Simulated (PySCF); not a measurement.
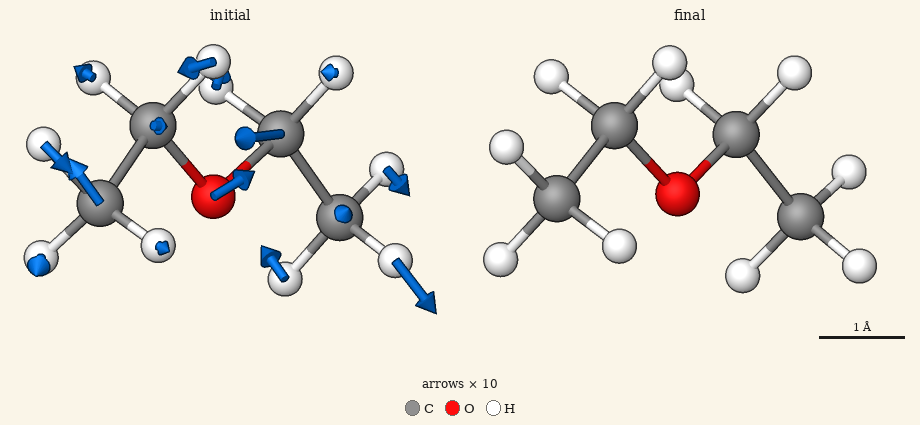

The structure of C₄H₁₀O before (left) and after (right) a relaxation, at one scale. The blue arrows give the displacements, 10 times their true length.

The picture is a ball-and-stick view, seen from a free direction.

The start comes from MMFF94s. Its atoms were then displaced at random by about 0.03 Å.

Computed with PySCF 2.14.0, density-fitted response routines, PBE0-D3(BJ)/def2-SVP geometry optimisation, gas phase. 

Question: What changed between the two?

Answer: The energy falls by 21.0 kcal/mol in 7 geometry steps. The largest move after the best rigid fit is that of a C atom, 0.11 Å. Largest moves by element: C 0.11 Å, H 0.08 Å, O 0.07 Å. Near-neighbour distances that change, for instance: C–O 1.566 → 1.398 Å, C–H 1.200 → 1.100 Å, C–H 1.035 → 1.100 Å, C–C 1.447 → 1.509 Å. Bond angles that change, for instance: O–C–H 102.1° → 110.4°, C–C–H 117.1° → 110.4°, H–C–H 114.3° → 108.0°. The run took 43 s on 1 thread of Intel(R) Xeon(R) Platinum 8259CL CPU @ 2.50GHz (shared host).
